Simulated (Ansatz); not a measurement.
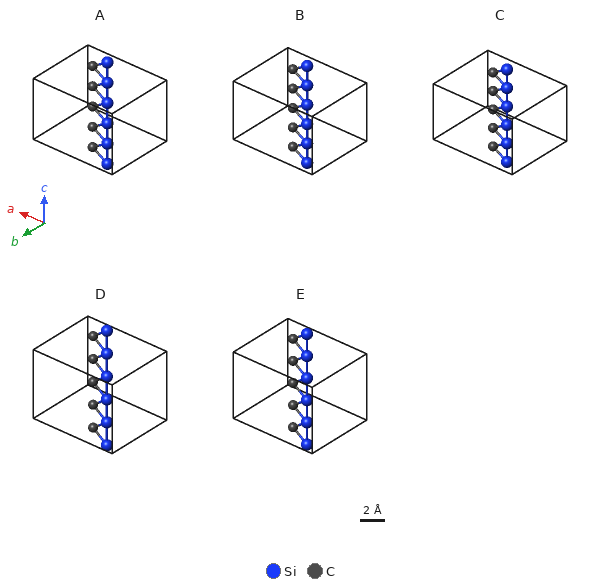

5 geometries from one relaxation of a wire of composition SiC, in shuffled order. Style: ball-and-stick. Shown: the 3 repeat of the cell, with the vacuum cut short, from a free direction.

Case: strip chain of atoms.

Method: DFT PBE, scalar-relativistic, plane waves, PAW (Ansatz 0.2.0). Settings: plane-wave cutoff 420 eV; k-point mesh 1 × 1 × 35; occupations gaussian; smearing width 0.05 eV; collinear spin; cell relaxed at fixed a, b, alpha, beta, gamma; force threshold 0.01 eV/Å; at most 45 steps.

> Order the frames from highest to lowest energy.

C, B, A, E, D. They are steps 0, 1, 2, 4, 11, at +1.932 eV per cell of the calculation, +1.043 eV per cell of the calculation, +0.519 eV per cell of the calculation, +70.3 meV per cell of the calculation relative to the last. After 9 accepted moves (11 points after the start) the energy has fallen by 1.932 eV per cell of the calculation. The largest force component goes from 4.2 to 0.0079 eV/Å. The SCF was repeated twice at an unchanged geometry on a basis and grid sized afresh for the cell, which shifted the energy by 30.1 meV per cell of the calculation at most. The largest moves relative to the layer's centre, 0.013 Å, are those of Si and C atoms. Largest moves by element: Si 0.013 Å, C 0.013 Å. Along the periodic axis the drawn cell goes c 5.428 → 6.726 Å (+23.9 %). Some distances before and after: C–C 1.809 → 2.242 Å, Si–Si 1.809 → 2.242 Å, C–Si 1.783 → 1.881 Å. Bond angles that change, for instance: C–Si–C 61.0° → 73.2°, Si–C–Si 61.0° → 73.2°, Si–Si–C 120.5° → 126.6°. The program noted that the starting moments weren't kept. Cost: 2.5 min on 2 threads of Intel(R) Xeon(R) Platinum 8259CL CPU @ 2.50GHz (Skylake/Cascade Lake) (shared host), peak memory 0.58 GiB.

Limits of the set-up: the k-point mesh is coarse for a cell with partly filled bands.
